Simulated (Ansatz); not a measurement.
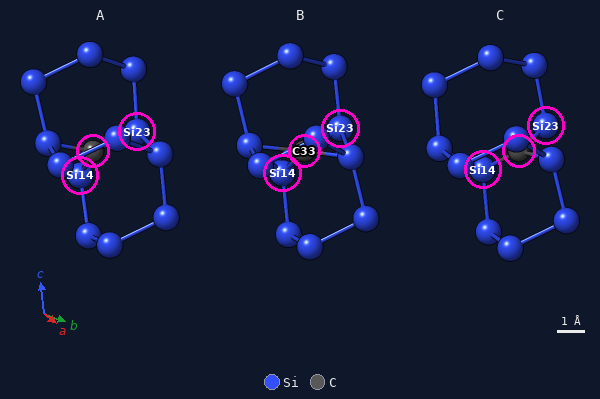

3 geometries from a converged minimum-energy path of a defect cell of composition Si32C (33 atoms in the cell), shuffled. Style: ball-and-stick. Shown: the atoms within 3.7 Å of the middle of the path, slightly off an axis. The atoms that move most are ringed. Bonds to atoms that aren't drawn are left out.

These are results of DFT PBE, scalar-relativistic, plane waves, PAW in Ansatz, not measurements. Run with plane-wave cutoff 420 eV; k-point mesh 2 × 2 × 2; Gaussian smearing 0.02 eV; 5 movable images; climbing image.

Which frame is the top of the path?

Answer. B. In order along the path, whose images run from 0 to 6: C (image 1, +0.09 eV), B (image 3, +0.59 eV), A (image 5, +0.11 eV). The C atom travels furthest, 1.43 Å from end to end, along [−3 −3 −1], on a path that bends up to 0.43 Å away from the straight line. It doesn't move alone: Si (0.85 Å), Si (0.86 Å) move with it. Breaking: C–Si (1.82 → 3.27 Å). Forming: Si–Si (2.88 → 2.33 Å), C–Si (3.33 → 1.82 Å).
